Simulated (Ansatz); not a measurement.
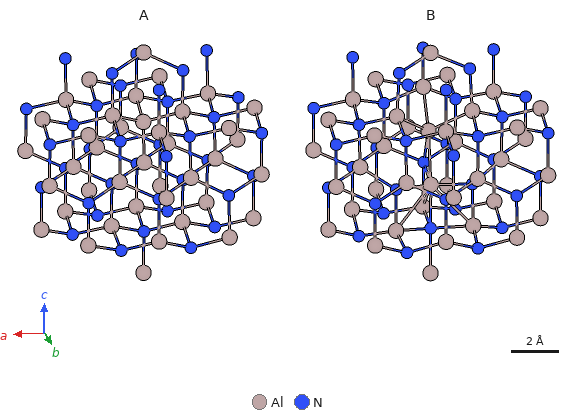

Two geometries of a defect cell of composition Al₄₉N₄₇ (cell charge +1), drawn at one scale. One is the start of a relaxation, the other its converged end. Style: ball-and-stick. Shown: the atoms within 5.8 Å of the atom that moves most (axes of the cell of the calculation (origin shifted)), from a free direction.

Method: DFT, PBEsol, PAW, plane waves in Ansatz 0.2.0. Settings: plane-wave cutoff 420 eV; k-point mesh 1 × 1 × 1; mesh shifted by (0.25, 0.25, 0.25); collinear spin; atoms relaxed in a fixed cell; force threshold 0.03 eV/Å; at most 80 steps.

Which one is relaxed?

Answer. Structure B is the relaxed one. The largest move is that of an Al atom, 0.97 Å roughly along [0 1 −3]. Largest moves by element: Al 0.97 Å, N 0.28 Å. The cell doesn't change. Among the contacts that change: Al–N 3.108 → 2.039 Å, Al–N 3.035 → 2.185 Å, Al–Al 3.118 → 2.544 Å, Al–Al 1.855 → 2.427 Å. New bonds form, among them: Al–N (3.11 → 2.04 Å). Bond angles that change, for instance: Al–Al–N 109.0° → 60.4°, Al–Al–Al 108.9° → 145.5°, Al–N–Al 108.1° → 82.0°. Over 16 geometry steps the energy falls by 11.603 eV per cell of the calculation. Largest force component: 14 eV/Å at the start, 0.0097 eV/Å at the end. The run may lie on a higher electronic state than the lowest, so the end point isn't shown to be the ground-state structure. Cost: 26 s on 1 × NVIDIA GB200 with 8 threads of Arm Neoverse-V2, peak memory 2.1 GiB.

Limits of the set-up: the cell is charged, on a uniform background, and energies carry no finite-size correction.
